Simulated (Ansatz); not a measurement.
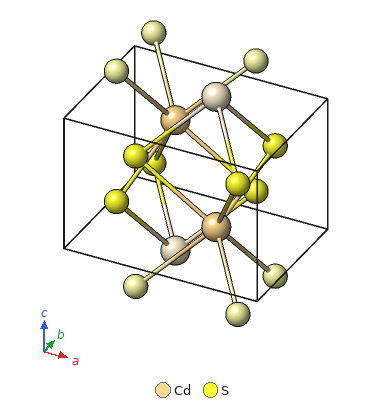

Shown here is a ball-and-stick view of the crystal, taken slightly off an axis. The frame is the conventional unit cell; atoms at its boundary are shown with their periodic copies. Atoms of adjacent cells appear where they bond to atoms in the box, in fainter colours. Cell: a = 7.10 Å, b = 7.10 Å, c = 3.52 Å, α = 90.00°, β = 90.00°, γ = 120.00°.

The model was built from a structure type filled with these elements by a generator (whether the compound takes this form wasn't checked). Earlier steps of the study may have refined or changed the cell and positions. A calculation with Ansatz used it as input.

What can be read from this drawing?

Composition: CdS$_{3}$. Space group P6_3/mmc (No. 194), lattice primitive hexagonal. Counting shared atoms by their share gives 2 Cd, 6 S, or 8 atoms. Around each Cd lie six S in a trigonal prismatic arrangement at about 2.8 Å. Each S has two Cd in a bent arrangement at about 2.8 Å. The bonds build CdS3 chains along [001].

Run with DFT PBE, scalar-relativistic, plane waves, PAW (Ansatz) and these settings: a 420 eV plane-wave basis, a 6×6×10 grid in reciprocal space, Gaussian smearing of 0.1 eV, no spin polarisation.

Metal or not?

A metal: bands cross the Fermi level.

Give the Bader charge of each element.

Cd +0.79 e; S -0.26 e.

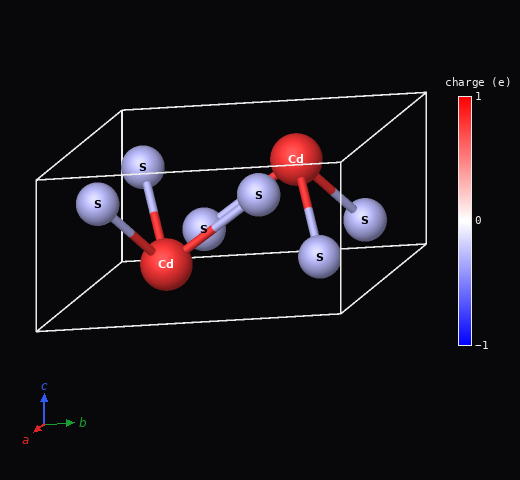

The atoms coloured by those charges. The run's cell of 8 atoms is drawn.

Is the structure relaxed at this level of theory?

Yes. All forces vanish to within 0.01 eV/Å. The pressure is 0.0 GPa, close to zero.
